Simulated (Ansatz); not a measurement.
**Geometry relaxation, with input and output: Al (part 1 of 2)**

- system: Al (defect cell, 26 atoms in the cell)
- method: DFT PBE, scalar-relativistic, plane waves, PAW, no spin polarisation (Ansatz 0.2.0)

The structure derives from an entry of the Crystallography Open Database.

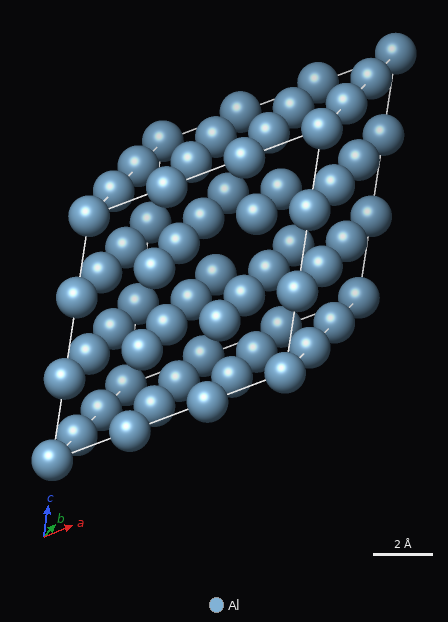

Figure 1. The structure as given in the input (spheres-only view of the cell of the calculation, seen slightly off an axis).

**Summary**

| quantity | value |
| --- | --- |
| outcome | converged |
| electrons treated | 78 |
| free energy | −13973.6580 eV |
| Fermi energy | 7.487 eV |
| gap on the k-point mesh | none (metallic) |
| final volume | 445.57 Å³ |
| largest force (length of the vector) at the end | 0.013 eV/Å |
| hardware | 4 threads of Intel Xeon @ 2.70GHz, 189 GiB of memory available, shared host |
| wall time | 13 s (CPU time 44 s) |
| peak memory | 1 GiB |

**Input**
```yaml
crystal:
  lattice:
    - [0.0, 6.062185216, -6.062185216]
    - [6.062185216, 6.062185216, 0.0]
    - [6.062185216, 0.0, -6.062185216]
  atoms:
    - { symbol: Al, position: [0.6666666667, 0.3333333333, 0.6666666667] }
    - { symbol: Al, position: [0.6666666667, 0.6666666667, 0.6666666667] }
    - { symbol: Al, position: [0.3333333333, 1.0, 0.6666666667] }
    - { symbol: Al, position: [0.3333333333, 0.3333333333, 0.6666666667] }
    - { symbol: Al, position: [0.3333333333, 0.6666666667, 0.6666666667] }
    - { symbol: Al, position: [0.0, 0.0, 0.6666666667] }
    - { symbol: Al, position: [0.0, 0.3333333333, 0.6666666667] }
    - { symbol: Al, position: [0.0, 0.6666666667, 0.6666666667] }
    - { symbol: Al, position: [0.6666666667, 1.0, 0.3333333333] }
    - { symbol: Al, position: [0.6666666667, 0.3333333333, 0.3333333333] }
    - { symbol: Al, position: [0.6666666667, 0.6666666667, 0.3333333333] }
    - { symbol: Al, position: [0.3333333333, 0.0, 0.3333333333] }
    - { symbol: Al, position: [0.3333333333, 0.3333333333, 0.3333333333] }
    - { symbol: Al, position: [0.3333333333, 0.6666666667, 0.3333333333] }
    - { symbol: Al, position: [0.0, 0.0, 0.3333333333] }
    - { symbol: Al, position: [0.0, 0.3333333333, 0.3333333333] }
    - { symbol: Al, position: [0.0, 0.6666666667, 0.3333333333] }
    - { symbol: Al, position: [0.6666666667, 0.0, 0.0] }
    - { symbol: Al, position: [0.6666666667, 0.3333333333, 0.0] }
    - { symbol: Al, position: [0.6666666667, 0.6666666667, 0.0] }
    - { symbol: Al, position: [0.3333333333, 0.0, 0.0] }
    - { symbol: Al, position: [0.3333333333, 0.3333333333, 0.0] }
    - { symbol: Al, position: [0.3333333333, 0.6666666667, 0.0] }
    - { symbol: Al, position: [0.0, 0.0, 0.0] }
    - { symbol: Al, position: [0.0, 0.3333333333, 0.0] }
    - { symbol: Al, position: [0.0, 0.6666666667, 0.0] }
basis:
  ecutwfc: 420
  xc_grid: 2
kpoints:
  mp_grid: { grid: [3, 3, 3], shift: [0.0, 0.0, 0.0] }
hamiltonian:
  xc: pbe
scf:
  occupations: { method: gaussian, width: 0.1 }
output:
  forces: true
  stress: false
  eigenvalues: true
  write_density: true
  write_potential: true
  elf: true
  volumetric_format: npy
relax:
  adjacent_minimum: "off"
  f_tol: 0.02
  max_steps: 60
```

Command:
```bash
ansatz run input.yaml --threads 4 --pin off --max-ram 10240MiB --backend cpu --events-out ev --progress --plain --runs-dir out
```

**Output**
```
Engine: ansatz 0.2.0, x86_64-unknown-linux-gnu
Pseudopotentials: kind: paw
Pseudopotential: Al, paw, valence charge 3, recommended cutoff 420 eV (normal), Al.paw.azcp
Functional definition: PBE
  parameter kappa = 0.804
  parameter beta = 0.06672455060314922
  exchange = pbe_x(kappa = kappa, mu = beta*pi^2/3)
  correlation = pbe_c(beta = beta)
Crystal: 26 atoms, lattice volume = 445.572 Å³
Basis set: ecut = 420 eV, 8657 PW (Γ), exchange–correlation on 120×120×120 points (8 copies of the dense FFT grid, shifted against one another)
Bands: 65, of which v1, the nominal top of the filled ones, is band 39 counted from 1 (38 counted from 0)
Symmetry: 48 space group operations
Space group: Fm-3m (ITA 225), of the structure as read, at distance tolerance 7.6e-5 Å
k-points: 4 of 27
Non-local potential: Al, projectors of the file, l = 0: 2, l = 1: 2, l = 2: 1
PAW form: soft (Blöchl's): semilocal exchange-correlation on the pseudo side does not see the compensation charge
PAW one-centre angular grid: Al, 110 points (default); XC on 64 Gauss nodes
Initial density: superposition of atomic densities (neutral atoms: chi_scale 0, normalization atom), corrected by the library's trained network
Initial wavefunctions: pseudopotential atomic-orbital guess
Functional: x = pbe(κ = 0.804, μ = 0.2195149727645171), c = pbe(β = 0.06672455060314922)
SCF iter   1: F=—  HF=-13973.579824 eV  |F-HF|=—  |Δ(HF+E_count)|=         —  Δρ=1.87e-3  dr2=7.46e-2  ethr=1.77e-3  ⟨swp⟩=8.0  Hψ=1372  notcnv=0  defer=1
preconditioner: auto → Kerker (q_TF=auto, 2.041 Å⁻¹)  [metal: Δε(μ)=0.087 eV  Ē_g=6.581 eV  σ=0.100 eV  W_gap=0.46  n_scr=58 (ndim 8)  ℏωp=15.5 eV  f_vac=0.000  D(μ)=17.63/eV (n_scr^D=136)]
SCF iter   2: F=—  HF=-13973.569652 eV  |F-HF|=—  |Δ(HF+E_count)|=   1.02e-2  Δρ=1.11e-3  dr2=2.46e-2  ethr=9.57e-5  ⟨swp⟩=1.5  Hψ=302  notcnv=0  defer=4
SCF iter   3: F=—  HF=-13973.565306 eV  |F-HF|=—  |Δ(HF+E_count)|=   4.35e-3  Δρ=1.45e-4  dr2=2.23e-4  ethr=3.15e-5  ⟨swp⟩=2.5  Hψ=345  notcnv=0  defer=4
SCF iter   4: F=—  HF=-13973.565936 eV  |F-HF|=—  |Δ(HF+E_count)|=   6.30e-4  Δρ=4.54e-5  dr2=2.53e-5  ethr=2.86e-7  ⟨swp⟩=2.0  Hψ=370  notcnv=0  defer=4
iter 5 did not close the SCF: its close was put off for the readings that it lacked (scf_convergence_deferred on its scf_iter line)
SCF iter   5: F=-13973.565943 eV  HF=-13973.565942 eV  |F-HF|=1.06e-6  |Δ(HF+E_count)|=   6.50e-6  Δρ=1.61e-5  dr2=3.32e-6  ethr=3.25e-8  ⟨swp⟩=2.0  Hψ=305  notcnv=0  defer=4
SCF iter   6: F=-13973.565944 eV  HF=-13973.565944 eV  |F-HF|=4.40e-8  |Δ(HF+E_count)|=   1.78e-6  Δρ=4.55e-6  dr2=2.02e-7  ethr=4.26e-9  ⟨swp⟩=24.0  Hψ=2163  notcnv=0
the search or the solves at the SCF's close seem to have found levels that the self-consistency loop had missed (the run counts 1). By its estimate they hold under 1e-12 electrons; where the run keeps them, the occupations were computed again with them
SCF 1 converged in 6 iterations: F = -13973.565944 eV  dr2 = 2.02e-7
  greatest PAW one-centre occupation: 0.451 electrons in one spin orbital (limit 2), on the Al atom at site 19 (counted from 0), in its partial waves of l = 0
relax step   1: F+E_penalty+E_count = -13973.56594416 eV  Δ(F+E_penalty+E_count) = +0.000e0 eV  max|allowed force component| = 1.871e-1 eV/Å  Δτ_max = 0.0000 Å  (6 SCF iters, dr2 threshold 1.00e-5 eV, accepted)
Initial density: handed on by an earlier stage of this run
Initial wavefunctions: those handed on with the density
iter 1 solved again at ethr=2.05e-4 eV; its pass at ethr=3.10e-3 eV (dr2=1.60e-1 eV) is discarded
SCF iter   1: F=—  HF=-13973.686272 eV  |F-HF|=—  |Δ(HF+E_count)|=         —  Δρ=2.56e-3  dr2=1.61e-1  ethr=2.05e-4  ⟨swp⟩=1.0  Hψ=877  notcnv=0  defer=50
preconditioner: auto → Resta (q_TF=auto, 2.041 Å⁻¹)  ε∞=6.6  [insulator: Δε(μ)=0.130 eV  Ē_g=6.567 eV  σ=0.100 eV  W_gap=0.55  n_scr=58 (ndim 8)  ℏωp=15.5 eV  f_vac=0.000  D(μ)=21.53/eV (n_scr^D=180)  ε∞_Penn≈6.6]
SCF iter   2: F=—  HF=-13973.653966 eV  |F-HF|=—  |Δ(HF+E_count)|=   3.23e-2  Δρ=1.06e-3  dr2=1.95e-2  ethr=2.05e-4  ⟨swp⟩=2.2  Hψ=288  notcnv=0  defer=50
SCF iter   3: F=—  HF=-13973.649720 eV  |F-HF|=—  |Δ(HF+E_count)|=   4.25e-3  Δρ=2.42e-4  dr2=2.95e-4  ethr=2.50e-5  ⟨swp⟩=2.0  Hψ=299  notcnv=0  defer=50
SCF iter   4: F=—  HF=-13973.650055 eV  |F-HF|=—  |Δ(HF+E_count)|=   3.35e-4  Δρ=3.90e-5  dr2=1.46e-5  ethr=3.79e-7  ⟨swp⟩=2.2  Hψ=386  notcnv=0  defer=50
SCF iter   5: F=-13973.650052 eV  HF=-13973.650054 eV  |F-HF|=1.68e-6  |Δ(HF+E_count)|=   1.26e-6  Δρ=1.03e-5  dr2=2.06e-6  ethr=2.81e-9  ⟨swp⟩=19.5  Hψ=2073  notcnv=0
SCF 2 converged in 5 iterations: F = -13973.650052 eV  dr2 = 2.06e-6
  greatest PAW one-centre occupation: 0.450 electrons in one spin orbital (limit 2), on the Al atom at site 19 (counted from 0), in its partial waves of l = 0
relax step   2: F+E_penalty+E_count = -13973.65005195 eV  Δ(F+E_penalty+E_count) = -8.411e-2 eV  max|allowed force component| = 7.527e-2 eV/Å  Δτ_max = 0.0513 Å  (5 SCF iters, dr2 threshold 2.19e-6 eV, accepted)
SCF iter   1: F=—  HF=-13973.659385 eV  |F-HF|=—  |Δ(HF+E_count)|=         —  Δρ=5.64e-4  dr2=8.12e-3  ethr=1.05e-4  ⟨swp⟩=2.5  Hψ=532  notcnv=0  defer=51
preconditioner: auto → Kerker (q_TF=auto, 2.041 Å⁻¹)  [metal: Δε(μ)=0.048 eV  Ē_g=6.572 eV  σ=0.100 eV  W_gap=0.26  n_scr=58 (ndim 8)  ℏωp=15.5 eV  f_vac=0.000  D(μ)=20.36/eV (n_scr^D=168)]
SCF iter   2: F=—  HF=-13973.658138 eV  |F-HF|=—  |Δ(HF+E_count)|=   1.25e-3  Δρ=3.25e-4  dr2=2.62e-3  ethr=1.04e-5  ⟨swp⟩=1.0  Hψ=300  notcnv=0  defer=51
SCF iter   3: F=—  HF=-13973.657584 eV  |F-HF|=—  |Δ(HF+E_count)|=   5.53e-4  Δρ=3.26e-5  dr2=1.05e-5  ethr=3.35e-6  ⟨swp⟩=2.5  Hψ=312  notcnv=0  defer=51
SCF iter   4: F=—  HF=-13973.658030 eV  |F-HF|=—  |Δ(HF+E_count)|=   4.46e-4  Δρ=1.00e-5  dr2=1.48e-6  ethr=1.35e-8  ⟨swp⟩=2.2  Hψ=350  notcnv=0  defer=51
SCF iter   5: F=—  HF=-13973.658030 eV  |F-HF|=—  |Δ(HF+E_count)|=   1.37e-7  Δρ=3.19e-6  dr2=1.39e-7  ethr=1.90e-9  ⟨swp⟩=2.2  Hψ=311  notcnv=0  defer=51
SCF iter   6: F=-13973.658030 eV  HF=-13973.658030 eV  |F-HF|=3.11e-9  |Δ(HF+E_count)|=   2.03e-8  Δρ=8.21e-7  dr2=6.23e-9  ethr=1.28e-10  ⟨swp⟩=16.5  Hψ=1736  notcnv=0
SCF 3 converged in 6 iterations: F = -13973.658030 eV  dr2 = 6.23e-9
  greatest PAW one-centre occupation: 0.450 electrons in one spin orbital (limit 2), on the Al atom at site 5 (counted from 0), in its partial waves of l = 0
relax step   3: F+E_penalty+E_count = -13973.65802998 eV  Δ(F+E_penalty+E_count) = -7.978e-3 eV  max|allowed force component| = 1.253e-2 eV/Å  Δτ_max = 0.0097 Å  (6 SCF iters, accepted)
```

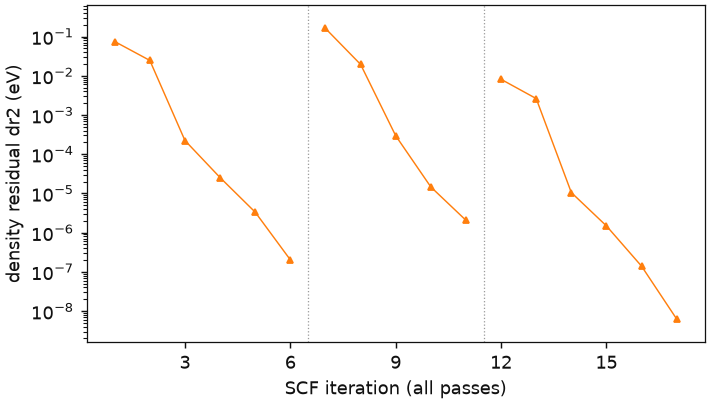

Figure 2. Convergence of the self-consistent field: density residual dr2 against the SCF iteration. The dotted lines part the SCF passes of the relaxation: geometry steps, rejected trials and re-solves on a re-selected basis. The passes take 6, 5 and 6 iterations.

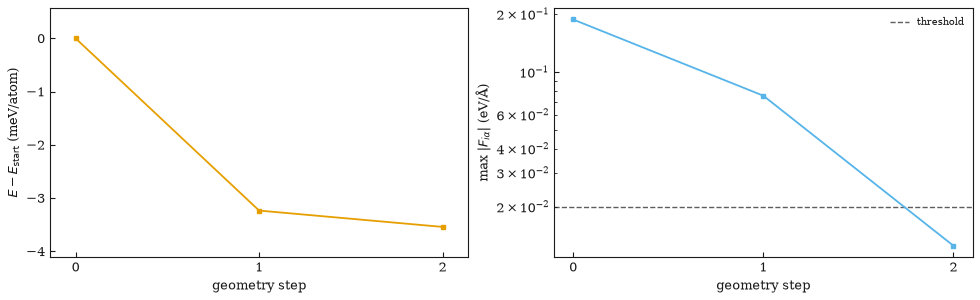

Figure 3. Progress of the relaxation, step by step (the first geometry is step 0 here and step 1 in the log).

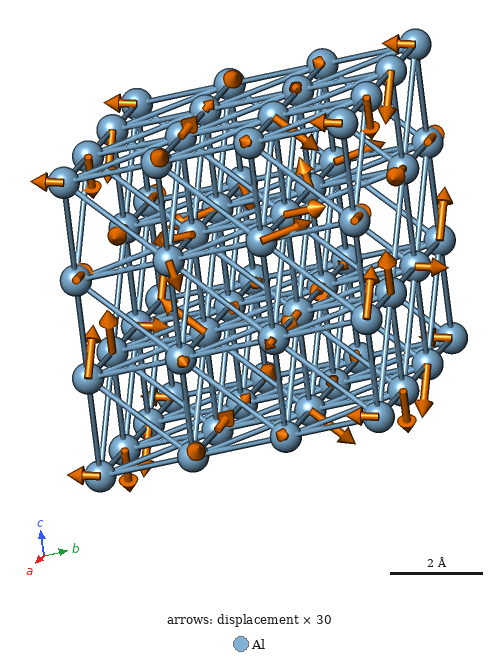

Figure 4. The starting structure with the displacements as orange arrows, magnified 30 times (ball-and-stick view of the cell of the calculation, seen slightly off an axis). Over 2 geometry steps the energy falls by 3.5 meV per atom. The largest force component goes from 0.19 to 0.013 eV/Å. The largest moves, 0.042 Å, are those of 12 atoms (Al1, Al2, Al3, Al4 and others). The lattice vectors keep their values. Among the contacts that change: Al10–Al20 2.858 → 2.941 Å, Al10–Al15 2.858 → 2.816 Å, Al11–Al12 2.858 → 2.899 Å, Al10–Al11 2.858 → 2.879 Å. (Atoms are counted from 1 in the order of the input.)

```
SCF converged after 6 iterations
Free energy (F): -13973.658030 eV
Harris-Foulkes:  -13973.658030 eV  (|F-HF|=3.11e-9)
Internal energy: -13973.555885 eV  (E = F + TS)
E sigma→0 (E₀):  -13973.606958 eV
Entropy (-TS):   -0.102145 eV (-3.929 meV/atom)
Fermi energy:    7.487063 eV
--- Per-component energies (eV) ---
  E_band       = 247.683134
  E_kinetic    = 584.839110
  E_local      = 202.205101  (includes V_loc(G=0)·N_el)
  E_nonlocal   = 268.756278
  E_hartree    = 17.126994
  E_xc         = -1028.935305
  E_vxc        = -747.446604  (∫ρ·V_xc dr)
  E_paw        = -12150.453175  (= ΣΔE_a)
  E_vpaw       = -94.924259  (= ΣTr[D̂ρ^β])
  E_aug_tail   = -0.000057  (compensation charges beyond the density's cutoff)
  E_ewald      = -1867.094832
  E_smearing   = -0.102145  (= −TS)
  E_closure    = -0.000000  (closes the sum)
  Σ components = -13973.658030   (vs F -13973.658030, Δ=0.00e0)
--- Forces (eV/Å), atoms counted from 1 ---
  atom   1  Al    -0.00312849    -0.00312849     0.00000000
  atom   2  Al     0.00312849     0.00312849     0.00000000
  atom   3  Al    -0.00000000     0.00312849    -0.00312849
  atom   4  Al    -0.00312849     0.00000000    -0.00312849
  atom   5  Al     0.00155343    -0.00155343    -0.00155343
  atom   6  Al     0.00000000    -0.00312849     0.00312849
  atom   7  Al    -0.00155343     0.00155343     0.00155343
  atom   8  Al     0.00312849    -0.00000000     0.00312849
  atom   9  Al     0.00312849    -0.00000000    -0.00312849
  atom  10  Al     0.00000000    -0.00312849    -0.00312849
  atom  11  Al    -0.00155343     0.00155343    -0.00155343
  atom  12  Al     0.00155343     0.00155343     0.00155343
  atom  13  Al    -0.00000000    -0.00000000    -0.01252598
  atom  14  Al    -0.00155343    -0.00155343     0.00155343
  atom  15  Al     0.00312849    -0.00312849     0.00000000
  atom  16  Al    -0.00000000    -0.01252598    -0.00000000
  atom  17  Al     0.01252598    -0.00000000    -0.00000000
  atom  18  Al    -0.00312849    -0.00000000     0.00312849
  atom  19  Al     0.00155343    -0.00155343     0.00155343
  atom  20  Al     0.00000000     0.00312849     0.00312849
  atom  21  Al    -0.00312849     0.00312849    -0.00000000
  atom  22  Al    -0.01252598     0.00000000    -0.00000000
  atom  23  Al     0.00000000     0.01252598    -0.00000000
  atom  24  Al    -0.00155343    -0.00155343    -0.00155343
  atom  25  Al     0.00155343     0.00155343    -0.00155343
  atom  26  Al     0.00000000     0.00000000     0.01252598
  max |Σ_I F_I| component: 1.43e-17 eV/Å
--- Band table (eV) ---
  k-point 0: bands = ["-3.4278", "-0.5207", "-0.5207", "-0.5207", "-0.5043", "-0.4914", "-0.4914", "-0.4914", "-0.1734", "0.4547", "0.4547", "0.5408", "0.5408", "0.5408", "1.5151", "4.2552", "4.2552", "4.2552", "4.2932", "4.2932", "4.2932", "4.3681", "4.3681", "4.6193", "4.6193", "4.6193", "5.0118", "6.4571", "6.4571", "6.4571", "6.5300", "6.5718", "6.5718", "6.6619", "6.6619", "6.6619", "7.0267", "7.0267", "7.0267", "7.9789", "7.9897", "7.9897", "7.9897", "7.9920", "7.9920", "7.9920", "8.0032", "8.0032", "8.0032", "8.0701", "8.2307", "8.2307", "8.2774", "8.2774", "8.2774", "8.6535", "8.6535", "8.6535", "10.2109", "12.0894", "12.0894", "12.0894", "12.2399", "12.2399", "12.3513"]
```
